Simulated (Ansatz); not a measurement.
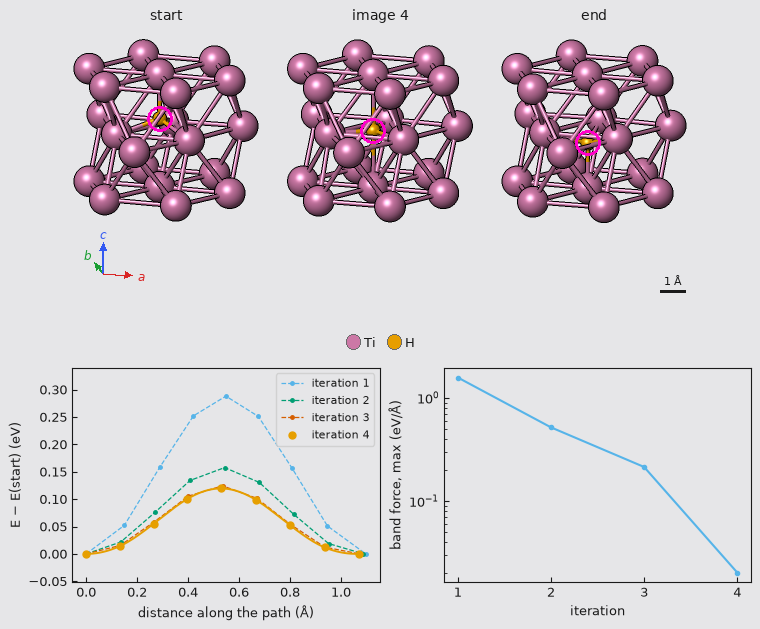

A nudged-elastic-band calculation for Ti with an interstitial H (13 atoms in the cell). Images are numbered from 0 (start) to 8 (end). The plot follows the band through its iterations. Style: ball-and-stick. Shown: the atoms within 4.1 Å of the middle of the path, slightly off an axis. The moving atom is ringed, with any periodic copies. Bonds to atoms that aren't drawn are left out.

Theory: Ansatz 0.2.0, DFT PBE-D3(BJ), scalar-relativistic, plane waves, PAW. Settings: plane-wave cutoff 420 eV; k-point mesh 3 × 2 × 4; Gaussian smearing 0.1 eV; 7 movable images; climbing image; force threshold 0.03 eV/Å; iteration limit 80; starting path by image-dependent pair potential.

How did the profile develop, and is the result final?

The run is converged, with reservations. The band converged in 4 iterations. The largest component of the band force went from 1.6 to 0.02 eV/Å. The climbing image converged on the top of the path. A check of its curvatures didn't confirm a first-order saddle. The first iteration put the highest image at 0.288 eV. The barrier is about 0.120 eV in both directions, with image 4 at the top; the ends have the same energy.

Limits of the set-up: the periodic images lie only 4.7 Å apart, so the values are limited by the cell's size.
